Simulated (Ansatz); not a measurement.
Input file:

```
crystal:
  lattice:
    - [-3.2736184406, 3.2736184406, 1.8924154586]
    - [3.2736184406, -3.2736184406, 1.8924154586]
    - [3.2736184406, 3.2736184406, -1.8924154586]
  atoms:
    - { symbol: Si, position: [0.1458309641, 0.1458309641, 0.3576908752] }
    - { symbol: Si, position: [0.7881400889, 0.7881400889, 0.6423091248] }
    - { symbol: Si, position: [0.2118599111, 0.8541690359, 0.0] }
    - { symbol: Si, position: [0.8541690359, 0.2118599111, 0.0] }
basis:
  ecutwfc: 420
kpoints:
  mp_grid: { grid: [10, 10, 10] }
hamiltonian:
  xc: lda
  pseudopotentials: { kind: paw, azcp: { folder: soft_1 } }
scf:
  occupations: { method: gaussian, width: 0.03 }
output:
  forces: true
  stress: true
  eigenvalues: true
  write_density: true
  write_potential: true
  elf: true
  volumetric_format: npy
```

Launched as:

```sh
ansatz run input.yaml --threads 1 --pin off --max-ram 2048MiB --backend cpu --events-out ev --progress --plain --runs-dir out
```

Below, planes, directions and counts refer to the conventional cell (a = 6.55 Å, b = 6.55 Å, c = 3.78 Å, α = 90.00°, β = 90.00°, γ = 90.00°).

Space group I-42m; a structure from a database of computed crystals, not necessarily the ambient phase; changed on purpose from its base cell (mode 4 frozen in at -0.126 Å, equal normal strain along x, y and z -0.0083); PAW files of the earlier set (soft_1).

These are results of DFT LDA, scalar-relativistic, plane waves, PAW in Ansatz 0.2.0, not measurements.

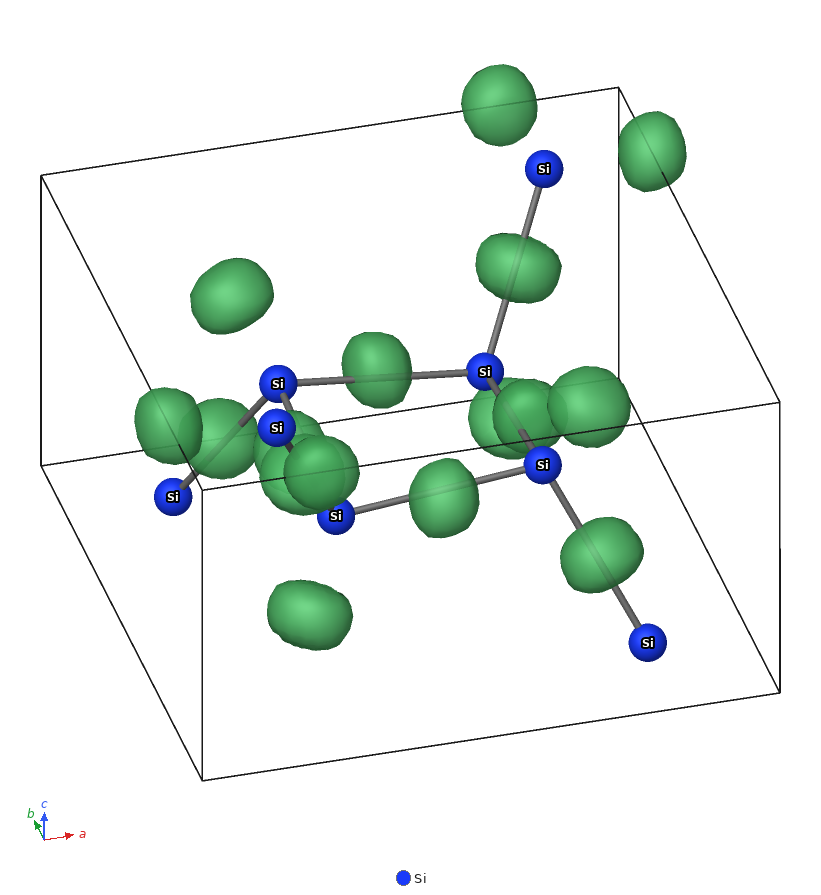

Si. Isosurface of the electron localisation function at 0.9 (green), seen at an oblique angle. Only the valence region is drawn (cores and ρ < 0.01 e/Å³ removed). Sticks mark near contacts.

### Where are the electrons localised?

The ELF exceeds this value in 16 regions between bonded Si–Si atoms (shared pairs), counted in one cell of 8 atoms. Regions shared between cells count once. Profiles from the grid: Si–Si (2.31 Å): the ELF peaks at about 0.95 between the atoms; a covalent bond. Si–Si (2.36 Å): the ELF peaks at about 0.95 between the atoms; localised, covalent bonding.
